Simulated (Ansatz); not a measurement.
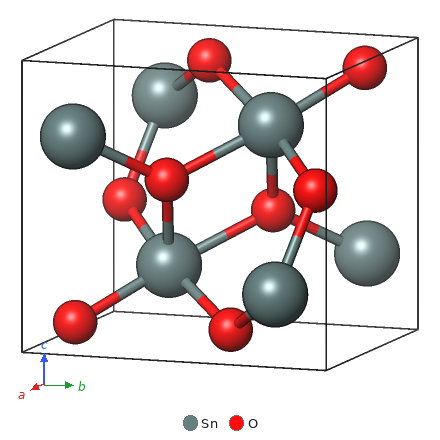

The system is SnO₂ (Pbcn, No. 60; 12 atoms in the cell); the picture shows the reference structure. The energy is mapped over volume and the cell's shape. First axis: volume per atom. Second axis: stretch along b over the lengths across it, relative to the relaxed cell. Nothing is relaxed (fractional coordinates fixed). The grid has 7 × 7 points. Points are written as (first, second). All energies are given in meV/atom relative to the lowest grid point. The band gap closes in part of the range. These are results of Ansatz 0.2.0, DFT LDA, scalar-relativistic, plane waves, PAW, not measurements. Settings: cutoff 520 eV, k-mesh 6×6×6, gaussian smearing 0.05 eV, no spin polarisation.

Its coordinates:

```yaml
crystal:
  lattice:
    - [4.70160, 0.00000, 0.00000]
    - [0.00000, 5.69273, 0.00000]
    - [0.00000, 0.00000, 5.20170]
  atoms:
    - { symbol: Sn, position: [0.50000, 0.66734, 0.75000] }
    - { symbol: Sn, position: [0.00000, 0.83266, 0.25000] }
    - { symbol: Sn, position: [0.50000, 0.33266, 0.25000] }
    - { symbol: Sn, position: [0.00000, 0.16734, 0.75000] }
    - { symbol: O, position: [0.73093, 0.60502, 0.07769] }
    - { symbol: O, position: [0.23093, 0.89498, 0.92231] }
    - { symbol: O, position: [0.76907, 0.89498, 0.57769] }
    - { symbol: O, position: [0.26907, 0.60502, 0.42231] }
    - { symbol: O, position: [0.73093, 0.39498, 0.57769] }
    - { symbol: O, position: [0.23093, 0.10502, 0.42231] }
    - { symbol: O, position: [0.76907, 0.10502, 0.07769] }
    - { symbol: O, position: [0.26907, 0.39498, 0.92231] }
```

Range: volume per atom from 9.75 to 13.46 Å³; stretch along b over the lengths across it, relative to the relaxed cell from 0.923 to 1.083.

**What will the energy surface look like?**

The lowest grid point is at (11.60 Å³, 1.000). It is the only kind of minimum in the scanned range. The highest grid point, (9.75 Å³, 1.083), lies 322 meV/atom above the lowest. Round the minimum the two coordinates are nearly uncoupled.

```csv
"second ↓, first →",9.75,10.36,10.98,11.60,12.22,12.84,13.46
1.083,322,147,56,27,44,94,168
1.055,302,129,39,12,30,82,158
1.027,289,117,29,3,23,75,152
1.000,282,112,25,0,20,74,151
0.974,283,114,28,3,24,78,156
0.948,291,123,37,13,34,87,165
0.923,308,139,53,29,49,103,180
```

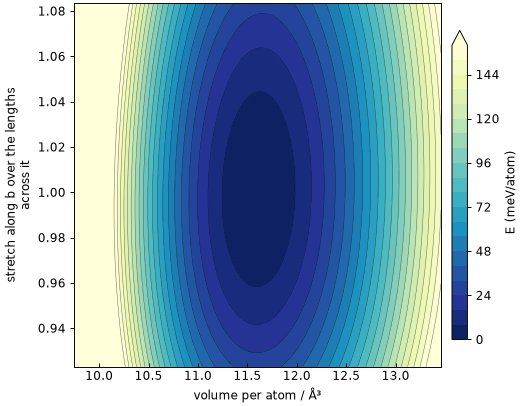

The picture shows filled contours, one colour for all values above the top of the scale. Between grid points the surface is interpolated.

The whole map (49 points run) took 21 min on 4 threads of Arm Neoverse N1 (shared host).

PAW datasets: the set soft_1.
